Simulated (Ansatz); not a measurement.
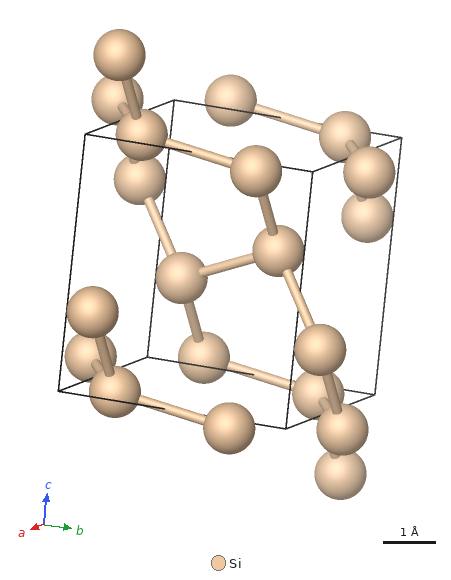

The figure gives a ball-and-stick picture of the atoms, viewed slightly off an axis. The outline marks the simulation cell. Neighbours across the faces are drawn wherever a bond reaches them.

The input file of the run:
```yaml
crystal:
  lattice:
    - [-3.63703842, 3.01385016, 1.92238566]
    - [3.63703842, -3.01385016, 1.92238566]
    - [3.63703842, 3.01385016, -1.92238566]
  atoms:
    - { symbol: Si, position: [0.17880106, 0.17880106, 0.35760212] }
    - { symbol: Si, position: [0.82119894, 0.82119894, 0.64239788] }
    - { symbol: Si, position: [0.17880106, 0.82119894, 0.0] }
    - { symbol: Si, position: [0.82119894, 0.17880106, 0.0] }
basis:
  ecutwfc: 500
kpoints:
  mp_grid: { grid: [10, 10, 10] }
hamiltonian:
  xc: r2scan
scf:
  occupations: { method: gaussian, width: 0.03 }
output:
  forces: true
  stress: true
  eigenvalues: true
```
Run as:
```sh
ansatz run input.yaml --threads 1 --pin off --max-ram 2560MiB --backend cpu --events-out ev --progress --plain --runs-dir out
```

The numbers come from Ansatz, DFT r2SCAN, scalar-relativistic, plane waves, PAW, using an energy cutoff of 500 eV, a 10×10×10 k-point mesh, Gaussian smearing of 0.03 eV, no spin polarisation.

What does the calculation say: metal or gapped?

A metal: bands cross the Fermi level.

What pressure does the cell stand under at this volume?

The computed pressure is 4.5 GPa (compressed: it would expand). The stress isn't hydrostatic: its largest component is 26.7 GPa.

The initial geometry was a structure listed in the Materials Project. The cell was then strained or its atoms displaced on purpose. It went into a calculation with Ansatz.

At this level of theory the cell isn't at rest (compressed, at 4 GPa and forces up to 2.5 eV/Å), so its distances can differ from those at equilibrium, the more so the softer the solid.
